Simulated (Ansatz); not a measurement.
System: layered hexagonal BN, space group P6_3/mmc (No. 194), 4 atoms in the cell, relaxed with r2SCAN+rVV10; a = 2.501 Å, c = 6.524 Å (hexagonal axes). Starting point: PBE, Ansatz PAW set, no spin polarisation, no spin-orbit coupling, 6×6×2 k mesh, 420 eV cutoff, fixed occupations (Ansatz). Many-body step: G0W0 with empty bands 57, screening cutoff 80 eV and frequency treatment contour deformation.

In PBE the smallest gap over these k points is 4.27 eV, with direct gaps of 4.65 eV at H, 4.66 eV at M and 5.00 eV at K.

Question: What does G0W0 give?

Answer: Over the k points that were corrected, the smallest gap goes from 4.27 eV in PBE (H to M) to 5.64 eV in G0W0 (H to M), a change of +1.37 eV (+32 %). Counted from the valence top, the lowest empty level moves by +1.53 eV at H, +1.37 eV at M and +1.60 eV at K; over the 10 points that were corrected the shifts run from +0.89 to +1.62 eV: a spread of 0.73 eV on a mean of 1.38 eV, so one scissor shift doesn't describe this level. Only two empty levels a point were corrected, so a higher one could drop under them. The top filled level also moves against the valence top, by −0.18 eV at (0.17, 0.33, −0.50). The quasiparticle weight (renormalisation factor) lies between 0.78 and 0.84 for the top filled and first empty levels.

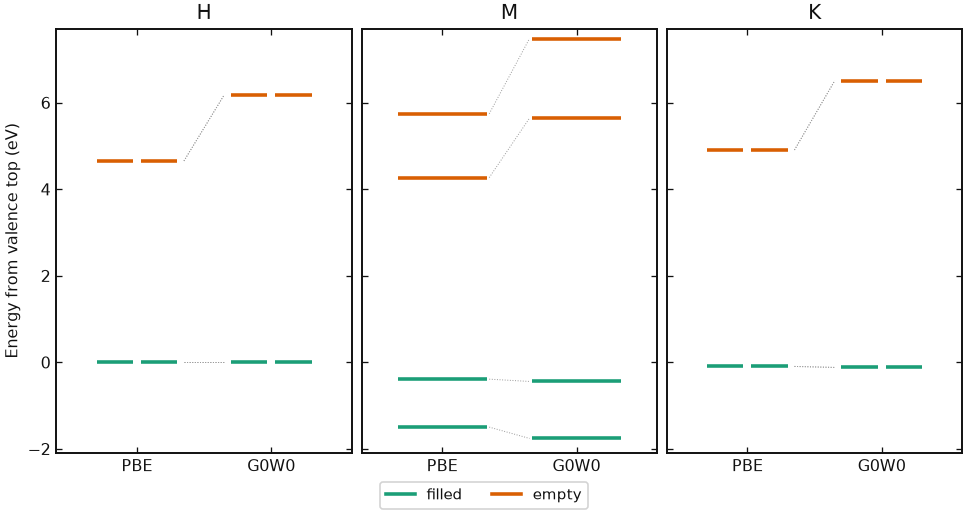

Levels at H, M and K in PBE and in G0W0, each set counted from its own valence top.

| k point | PBE direct gap (eV) | G0W0 direct gap (eV) |
| --- | --- | --- |
| H | 4.65 | 6.18 |
| M | 4.66 | 6.09 |
| K | 5.00 | 6.63 |

The k mesh is coarse (spacing up to 0.48 Å⁻¹), so the values aren't converged. Bands, cutoffs and mesh are finite, so these values aren't at the basis limit.
